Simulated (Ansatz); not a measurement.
```yaml
crystal:
  lattice:
    - [4.68383, 0.00000, 0.00000]
    - [-2.34192, 4.05632, 0.00000]
    - [0.00000, 0.00000, 2.59991]
  atoms:
    - { symbol: W, position: [0.00000, 0.00000, 0.00000] }
    - { symbol: W, position: [0.33333, 0.66667, 0.50000] }
    - { symbol: W, position: [0.66667, 0.33333, 0.50000] }
```

Space group P6/mmm; set up as W, omega (AlB2-type); a generated structure, not necessarily the stable one; changed on purpose from its base cell (volume × 0.96); computed pressure about 11 GPa in this cell.

All numbers below come from DFT, BLYP, plane waves (420 eV) with PAW, scalar-relativistic (Ansatz).

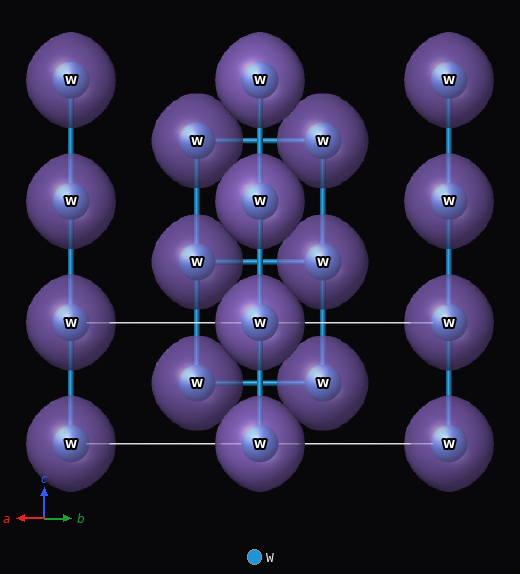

W. Isosurface of the valence charge density (pseudo) at 0.8 e/Å³ (purple), seen along [110]. Sticks mark near contacts.

Core electrons are frozen (PAW), and the valence fields are smoothed inside the atomic spheres.

Q: What does this surface tell about the bonding?

A: At this value the density breaks into separate islands; it holds about 65 % of the electrons treated as valence (semicore included). It bridges none of the near contacts. It is pinched off along the shortest W–W (2.60 Å) and W–W (2.70 Å) contacts. On the grid the lowest density along these lines, outside the cores, is 0.54 e/Å³ (W–W, 2.60 Å) and 0.44 e/Å³ (W–W, 2.70 Å).
